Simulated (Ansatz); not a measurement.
## Electronic structure of TiN in real space

Input

```
crystal:
  lattice:
    - [0.0, 2.122, 2.122]
    - [2.122, 0.0, 2.122]
    - [2.122, 2.122, 0.0]
  atoms:
    - { symbol: Ti, position: [0.0, 0.0, 0.0] }
    - { symbol: "N", position: [0.5, 0.5, 0.5] }
scf:
  occupations: { method: gaussian, width: 0.1 }
output:
  forces: true
  stress: true
  eigenvalues: true
  write_density: true
  write_potential: true
  elf: true
  volumetric_format: npy
hamiltonian:
  xc: pbe
kpoints:
  mp_grid: { grid: [16, 16, 16] }
basis:
  ecutwfc: 560
relax:
  f_tol: 0.002
  max_steps: 60
  cell: { stress_tol: 0.03 }
```

Launched as:

```sh
ansatz run input.yaml --threads 8 --pin off --max-ram 20480MiB --backend cpu --events-out ev --progress --plain --runs-dir out
```

Below, planes, directions and counts refer to the conventional cell (a = 4.25 Å, b = 4.25 Å, c = 4.25 Å, α = 90.00°, β = 90.00°, γ = 90.00°).

The fields are those of the run's last geometry, not of the input's.

Space group Fm-3m; computed without spin polarisation.

Level of theory: DFT PBE, scalar-relativistic, plane waves, PAW (Ansatz 0.2.0).

Core electrons are frozen (PAW), and the valence fields are smoothed inside the atomic spheres.

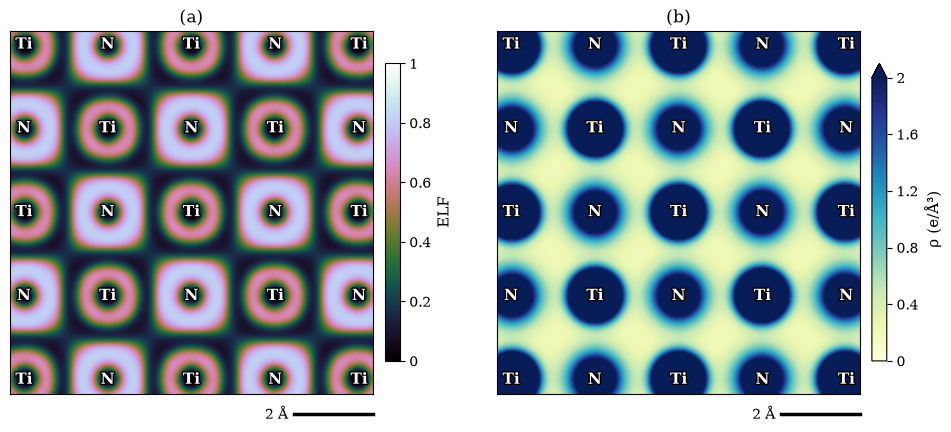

Figure 1. (a) ELF; (b) valence pseudo-density on the (010) plane of the conventional cell.

**What does the map show?**

The section cuts through Ti and N sites. Ti–N (2.12 Å): ρ is about 0.5 e/Å³ halfway; the ELF peaks at about 0.80 in the valence shell of N, 0.7 Å from its nucleus, and is about 0.20 at the midpoint (no shared electron pair shows on this line). Between the atoms the lowest density in this plane is 0.2 e/Å³. The features right at Ti lie inside the PAW spheres, where the map follows smoothed inner orbitals and isn't to be read closely.

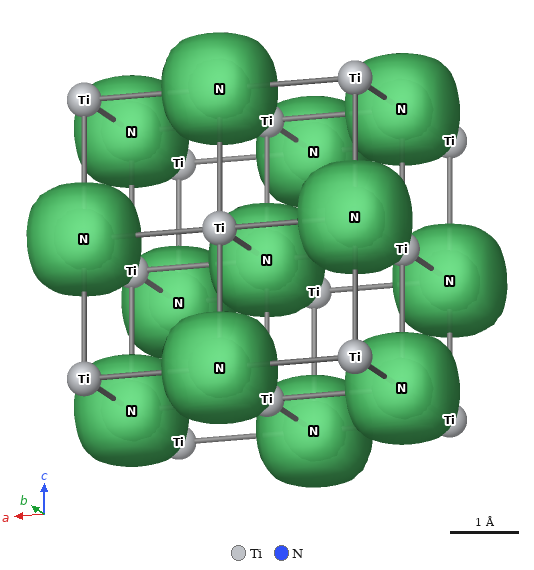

Figure 2. Isosurface of the electron localisation function at 0.7 (green), seen at an oblique angle. Only the valence region is drawn (cores and ρ < 0.01 e/Å³ removed). Sticks mark near contacts.

**Where are the electrons localised?**

The ELF exceeds this value in four regions wrapped around N (the valence shell of each), counted in one cell of 8 atoms. Regions shared between cells count once.

**Does the calculation make it a metal, or give it a gap?**

It is gapless in this calculation (a metal or semimetal); semilocal functionals without U, or without the true magnetic order, often close the gap of such compounds.
